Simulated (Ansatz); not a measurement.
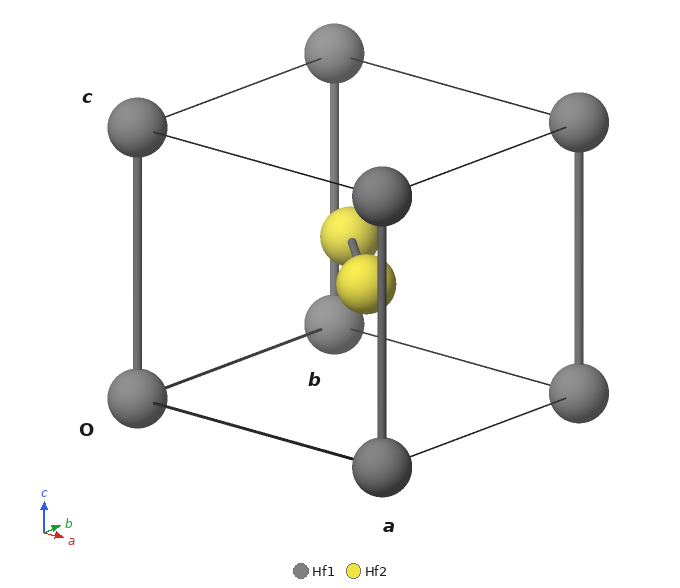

For Hf, the input geometry of an electronic-structure calculation (not necessarily at equilibrium); the starting structure was generated, so it need not be a known form of this composition: one unit cell; atoms that symmetry makes equivalent share a colour (atoms on faces, edges and corners are repeated). All values are computed from the atomic coordinates in the standard setting (tolerance 0.002 Å).

a = 4.858 Å, b = 4.858 Å, c = 3.028 Å, α = 90.00°, β = 90.00°, γ = 120.00°; space group P6/mmm (No. 191).

One atom of each site: Hf1 (0, 0, 0); Hf2 (1/3, 2/3, 1/2).

Give the multiplicity, Wyckoff letter and site symmetry of each site.

Answer.
```tsv
site	Wyckoff	symmetry
Hf1	1a	6/mmm
Hf2	2d	-6m2
```

How many free positional parameters does the structure have?

Answer. 0: Hf1 0, Hf2 0.
